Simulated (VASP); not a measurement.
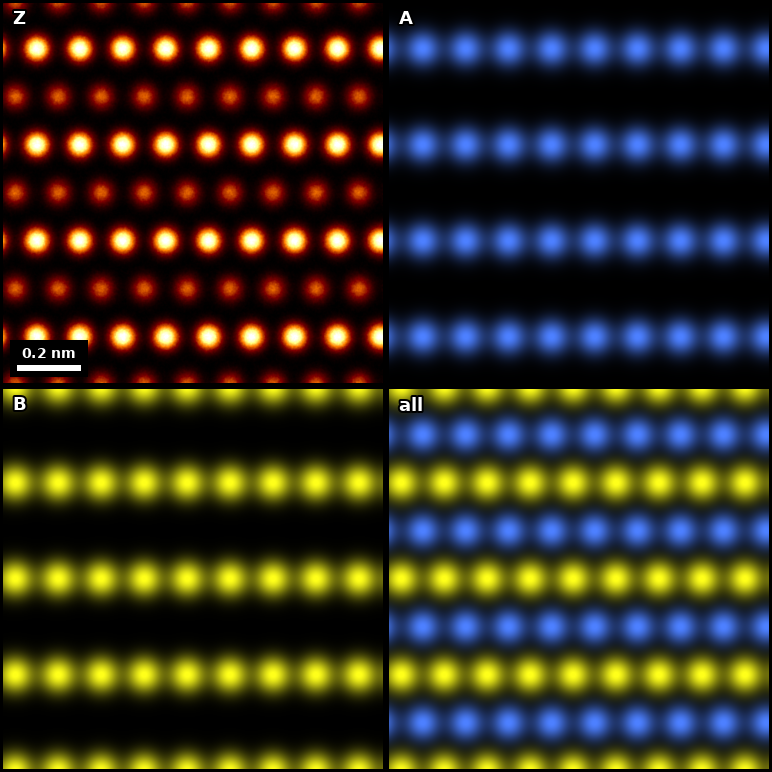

GaSb (F-43m, No. 216) along [210]. Panel Z: Simulation: incoherent imaging, intensity Z^1.7 per atom, probe width 0.62 Å, thin sample. Shot noise was added. The other panels are simulated element maps (the number of atoms of one element along the beam, blurred by 0.9 Å; each on its own scale, no channelling); the last overlays them. Structure used: coordinates from a relaxation with VASP Kohn-Sham DFT of a periodic cell, HSEsol, VASP PAW PBE potentials, recommended (VASP).

```xyz
8
Lattice="6.0658 0.0000 0.0000 0.0000 6.0658 0.0000 0.0000 0.0000 6.0658" Properties=species:S:1:pos:R:3 pbc="T T T"
Sb    1.5165    1.5165    1.5165
Ga    0.0000    0.0000    0.0000
Sb    1.5165    4.5494    4.5494
Ga    0.0000    3.0329    3.0329
Sb    4.5494    1.5165    4.5494
Ga    3.0329    0.0000    3.0329
Sb    4.5494    4.5494    1.5165
Ga    3.0329    3.0329    0.0000
```

Which element does each lettered map show?

A: Sb, B: Ga. The projected cell (1.36 × 3.03 Å, 90°) holds 2 columns: 1 of Sb and 1 of Ga. No column is shared by two of the mapped elements.
